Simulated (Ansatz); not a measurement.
TiSi

Input

```
crystal:
  lattice:
    - [0.0, 2.8288, 2.8288]
    - [2.8288, 0.0, 2.8288]
    - [2.8288, 2.8288, 0.0]
  atoms:
    - { symbol: Ti, position: [0.0, 0.0, 0.0] }
    - { symbol: Si, position: [0.25, 0.25, 0.25] }
basis:
  ecutwfc: 420
kpoints:
  mp_grid: { grid: [10, 10, 10] }
hamiltonian:
  xc: lda
scf:
  occupations: { method: fermi_dirac, width: 0.15 }
output:
  forces: true
  stress: true
  eigenvalues: true
  write_density: true
  write_potential: true
  elf: true
  volumetric_format: npy
```

Command:

```sh
ansatz run input.yaml --threads 4 --pin off --max-ram 12288MiB --backend cpu --events-out ev --progress --plain --runs-dir out
```

Below, planes, directions and counts refer to the conventional cell (a = 5.66 Å, b = 5.66 Å, c = 5.66 Å, α = 90.00°, β = 90.00°, γ = 90.00°).

Space group F-43m; a generated structure, not necessarily the stable one; changed on purpose from its base cell (volume × 1.000 of the coarse rest volume); computed without spin polarisation.

Method: DFT LDA, scalar-relativistic, plane waves, PAW in Ansatz 0.2.0.

> What can the converged valence pseudo-density and electron localisation function tell about the bonding?

Ti–Si (2.45 Å): ρ is about 0.43 e/Å³ halfway; the ELF peaks at about 0.85 in the valence shell of Si, 0.9 Å from its nucleus, and is about 0.60 at the midpoint.

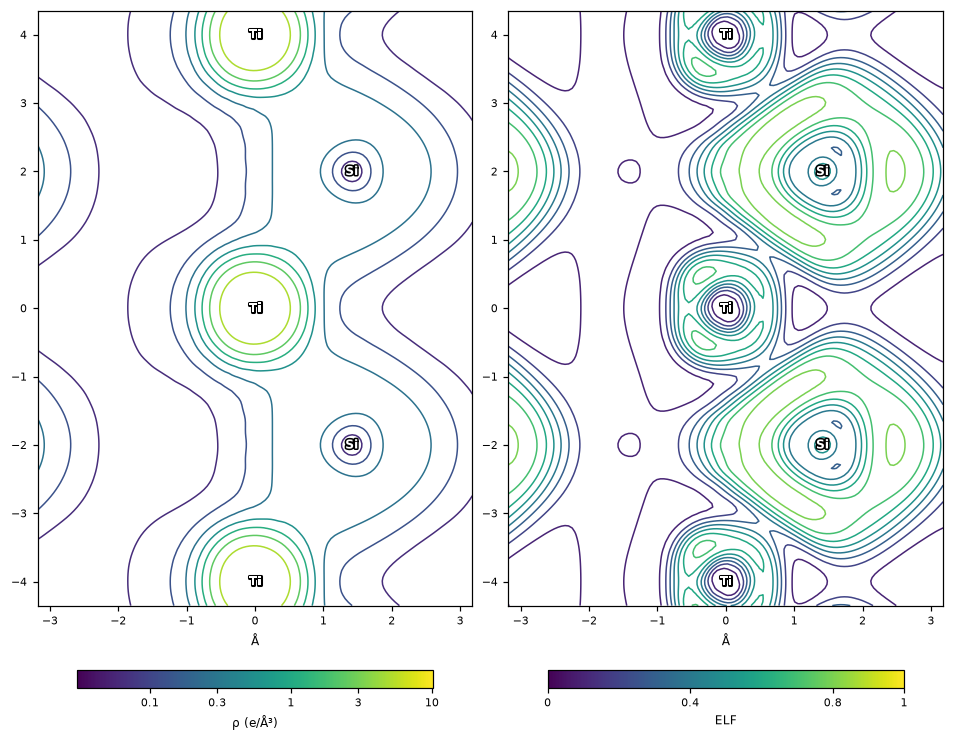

Computed valence pseudo-density and electron localisation function on the (110) plane of the conventional cell, in this order. 

In a PAW calculation such maps are meaningful between the atoms, not at the nuclei.
